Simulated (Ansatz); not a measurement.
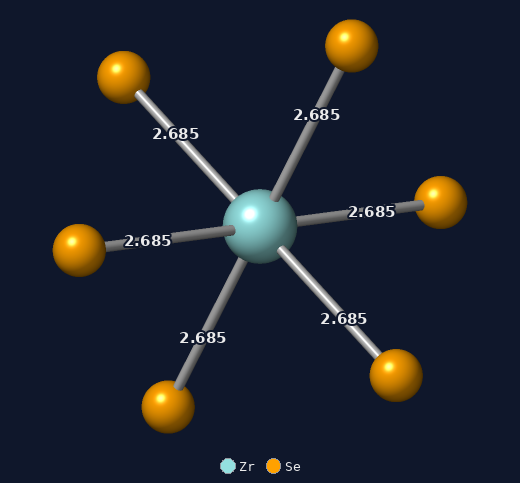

The surroundings of site Zr1 (at 0.000, 0.000, 0.000) in ZrSe$_{2}$ (P-3m1), with bond lengths in Å.

Source of the atomic positions: the end point of a relaxation with DFT, PBE-D3(BJ), plane waves, PAW in Ansatz 0.2.0; the starting structure was generated, so it need not be a known form of this composition.

```xyz
3
Lattice="3.7455 0.0000 0.0000 -1.8727 3.2437 0.0000 0.0000 0.0000 6.0123" Properties=species:S:1:pos:R:3 pbc="T T T"
Zr    0.0000    0.0000    0.0000
Se    0.0000    2.1624    1.5922
Se    1.8727    1.0812    4.4202
```

Bond valence s = exp((R0 − d)/b), R0 fitted to published crystal structures with b = 0.37 Å; R0 in Å: Zr4+–Se 2.553.

Question: Calculate the bond-valence sum of Zr1 from the bonds drawn.

Answer: 6 × 0.700 = 4.20 v.u., against a formal valence of 4: overbonded (bonds short for this ion) by 0.20.

Question: And over the whole structure?

Answer:
```csv
site,"x, y, z",formal valence,bond-valence sum,difference
Zr1,"0.000, 0.000, 0.000",+4,4.23,0.23
Se1,"0.333, 0.667, 0.265",−2,2.11,0.11
```

These sums include all anions within 5 Å. The global instability index (root mean square of the differences over all atoms) is 0.16 v.u.: moderate strain, common in real structures. Cells relaxed with PBE tend to have slightly long bonds, which lowers the sums.
